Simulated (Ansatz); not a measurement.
Input of the run:

```
crystal:
  lattice:
    - [5.772929951, 0.0, 0.0]
    - [0.0, 9.1481646307, 0.0]
    - [0.0, 0.0, 21.8327546571]
  atoms:
    - { symbol: Ti, position: [0.5, 0.375, 0.3664219255] }
    - { symbol: Ti, position: [0.5, 0.875, 0.3664219255] }
    - { symbol: Ti, position: [0.0, 0.375, 0.3664219255] }
    - { symbol: Ti, position: [0.0, 0.875, 0.3664219255] }
    - { symbol: Ti, position: [0.75, 0.125, 0.4045870896] }
    - { symbol: Ti, position: [0.75, 0.625, 0.4045870896] }
    - { symbol: Ti, position: [0.25, 0.125, 0.4045870896] }
    - { symbol: Ti, position: [0.25, 0.625, 0.4045870896] }
    - { symbol: Ti, position: [0.75, 0.375, 0.4809174179] }
    - { symbol: Ti, position: [0.75, 0.875, 0.4809174179] }
    - { symbol: Ti, position: [0.25, 0.375, 0.4809174179] }
    - { symbol: Ti, position: [0.25, 0.875, 0.4809174179] }
    - { symbol: Ti, position: [0.0, 0.125, 0.5190825821] }
    - { symbol: Ti, position: [0.0, 0.625, 0.5190825821] }
    - { symbol: Ti, position: [0.5, 0.125, 0.5190825821] }
    - { symbol: Ti, position: [0.5, 0.625, 0.5190825821] }
    - { symbol: Ti, position: [0.0, 0.375, 0.5954129104] }
    - { symbol: Ti, position: [0.0, 0.875, 0.5954129104] }
    - { symbol: Ti, position: [0.5, 0.375, 0.5954129104] }
    - { symbol: Ti, position: [0.5, 0.875, 0.5954129104] }
    - { symbol: Ti, position: [0.25, 0.125, 0.6335780745] }
    - { symbol: Ti, position: [0.25, 0.625, 0.6335780745] }
    - { symbol: Ti, position: [0.75, 0.125, 0.6335780745] }
    - { symbol: Ti, position: [0.75, 0.625, 0.6335780745] }
basis:
  ecutwfc: 420
kpoints:
  mp_grid: { grid: [3, 2, 1] }
hamiltonian:
  xc: pbe
  dispersion: d3bj
scf:
  occupations: { method: gaussian, width: 0.1 }
output:
  forces: true
  eigenvalues: true
  write_density: true
  write_potential: true
  elf: true
  volumetric_format: npy
relax:
  adjacent_minimum: "off"
  f_tol: 0.03
  max_steps: 70
  constraints: [{ sites: [0, 1, 2, 3, 4, 5, 6, 7, 8, 9, 10, 11] }]
efield:
  axis: 3
  dipole_correction: true
  ramp_width: 0.04
```

Launched with:
```bash
ansatz run input.yaml --threads 4 --pin off --max-ram 10240MiB --backend cpu --events-out ev --progress --plain --runs-dir out
```

What does the potential across the slab give for the work function?

The work function is 3.91 eV at the right face and 3.83 eV at the left. The vacuum levels differ by 0.08 eV, so the slab carries a dipole along its normal. Some atoms were held fixed in the relaxation, which can itself make the faces differ. The outermost atoms are 5.8 Å apart, which leaves 16.1 Å of vacuum in a cell 21.8 Å high.

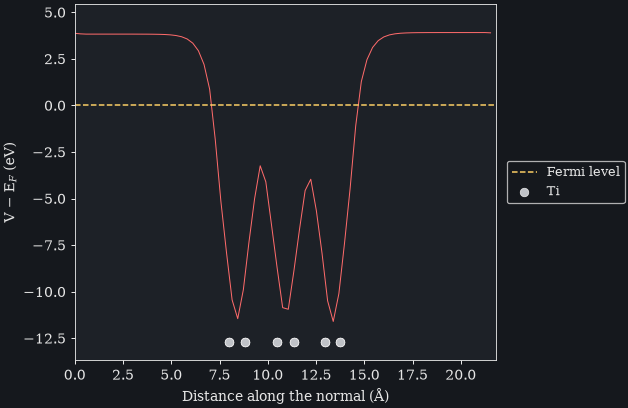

Plane-averaged electrostatic potential energy of an electron across the slab; circles at the bottom mark the heights of the atoms (positions after relaxation).
